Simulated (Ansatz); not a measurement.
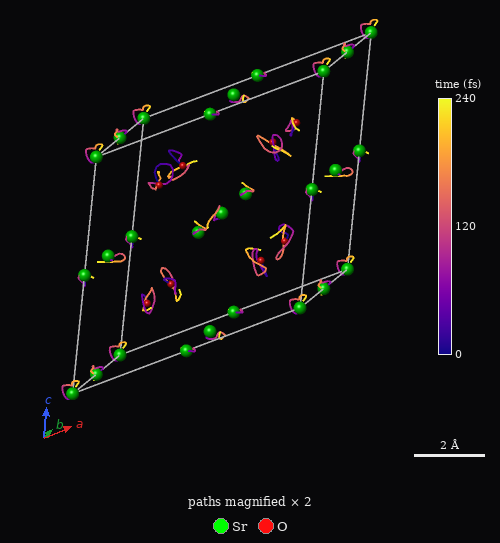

Molecular dynamics of a 16-atom cell of SrO (set up in Fm-3m), 240 fs long. Lines trace each atom's path, coloured by time; spheres stand at the starting positions. The excursions are magnified 2 times. Seen slightly off an axis in the reduced simulation cell.

Method: Ansatz, DFT PBEsol, scalar-relativistic, plane waves, PAW. Set-up: plane-wave cutoff 420 eV; k-point mesh 2 × 2 × 2; Fermi-Dirac smearing 0.0689 eV; volume 1.02 times that of the relaxed crystal; Langevin thermostat (NVT); set temperature 800 K; time step 8 fs; friction 0.02 per fs.

The input:
```yaml
crystal:
  lattice:
    - [5.1736380781, 0.0, -5.1736380781]
    - [0.0, 5.1736380781, -5.1736380781]
    - [5.1736380781, 5.1736380781, 0.0]
  atoms:
    - { symbol: Sr, position: [0.5, 0.5, 0.0] }
    - { symbol: Sr, position: [0.5, 0.5, 0.5] }
    - { symbol: Sr, position: [0.5, 0.0, 0.0] }
    - { symbol: Sr, position: [0.5, 0.0, 0.5] }
    - { symbol: Sr, position: [0.0, 0.5, 0.0] }
    - { symbol: Sr, position: [0.0, 0.5, 0.5] }
    - { symbol: Sr, position: [0.0, 0.0, 0.0] }
    - { symbol: Sr, position: [0.0, 0.0, 0.5] }
    - { symbol: O, position: [0.25, 0.25, 0.75] }
    - { symbol: O, position: [0.25, 0.25, 0.25] }
    - { symbol: O, position: [0.25, 0.75, 0.75] }
    - { symbol: O, position: [0.25, 0.75, 0.25] }
    - { symbol: O, position: [0.75, 0.25, 0.75] }
    - { symbol: O, position: [0.75, 0.25, 0.25] }
    - { symbol: O, position: [0.75, 0.75, 0.75] }
    - { symbol: O, position: [0.75, 0.75, 0.25] }
basis:
  ecutwfc: 420
kpoints:
  mp_grid: { grid: [2, 2, 2], shift: [0.5, 0.5, 0.5] }
hamiltonian:
  xc: pbesol
scf:
  occupations: { method: fermi_dirac, width: 0.0689 }
  lower_state_search: "off"
  convergence: { dr2_threshold: 1.0e-07 }
output:
  forces: true
  stress: true
md:
  timestep: 8.0
  n_steps: 30
  ensemble: nvt_langevin
  temperature: 800.0
  initial_velocities: maxwell_boltzmann
  seed: 49460
  friction: 0.02
```

Launched with:
```bash
ansatz run input.yaml --threads 4 --pin off --max-ram 5120MiB --backend cpu --events-out ev --progress --plain --runs-dir out
```

Q: How do the atoms move?

A: In the second half of the run the atoms are, in the root-mean-square, this far from where they began (common drift taken out): O 0.20 Å, Sr 0.16 Å. That is small against the typical shortest distance between atoms in the first frame, about 2.6 Å: the atoms vibrate about their sites and the arrangement holds. Over the second half the temperature averages 757 K (spread ±99 K). The potential energy in the second half lies on average 77.1 meV per atom above the first frame. The mean pressure there is −0.2 GPa. The time step of 8 fs is long for the fastest vibrations here (lightest element oxygen).
